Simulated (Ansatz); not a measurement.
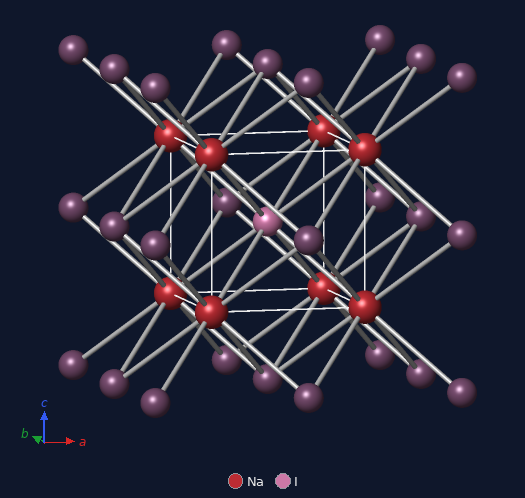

Ball-and-stick drawing of the structure, looking slightly off an axis. Lines trace the edges of the conventional unit cell. Bonds that leave the box are completed with the atoms at their other ends, in fainter colours.

NaI, caesium chloride (CsCl, B2) type, space group Pm-3m (No. 221), a = 4.041 Å, b = 4.041 Å, c = 4.041 Å, α = 90.00°, β = 90.00°, γ = 90.00°. The initial geometry was a structure type filled with these elements by a generator (whether the compound takes this form wasn't checked). Earlier steps of the study may have refined or changed the cell and positions. A calculation with Ansatz used it as input.

This one geometry was computed with Ansatz (DFT, plane waves, PAW) at six levels of theory: r2SCAN0, r2SCAN, dielectric-dependent PBE0 (fraction 1/eps_inf of PBE), PBE0, HSE06 and PBE with spin-orbit coupling. It was relaxed beforehand with r2SCAN.

Q: How does the band gap change with the level of theory?

A: PBE with spin-orbit coupling: a gap of 2.27 eV, indirect; r2SCAN: a gap of 3.06 eV, indirect; HSE06: a gap of 3.24 eV, indirect; PBE0: a gap of 3.91 eV, indirect; dielectric-dependent PBE0 (fraction 1/eps_inf of PBE): a gap of 4.03 eV, indirect; r2SCAN0: a gap of 4.36 eV, indirect.

Q: Collect the results in a table.

A:
| level | cutoff (eV) | k-mesh of the run's cell | gap (eV) | pressure (GPa) |
| --- | --- | --- | --- | --- |
| r2SCAN0 | 500 | 4×4×4 | 4.36 | 0.0 |
| r2SCAN | 500 | 6×6×6 | 3.06 | 0.0 |
| dielectric-dependent PBE0 (fraction 1/eps_inf of PBE) | 420 | 4×4×4 | 4.03 | 0.1 |
| PBE0 | 420 | 4×4×4 | 3.91 | 0.2 |
| HSE06 | 420 | 4×4×4 | 3.24 | 0.2 |
| PBE with spin-orbit coupling | 420 | 6×6×6 | 2.27 | 0.3 |

Gaps are taken on the k-mesh or band path of each run.
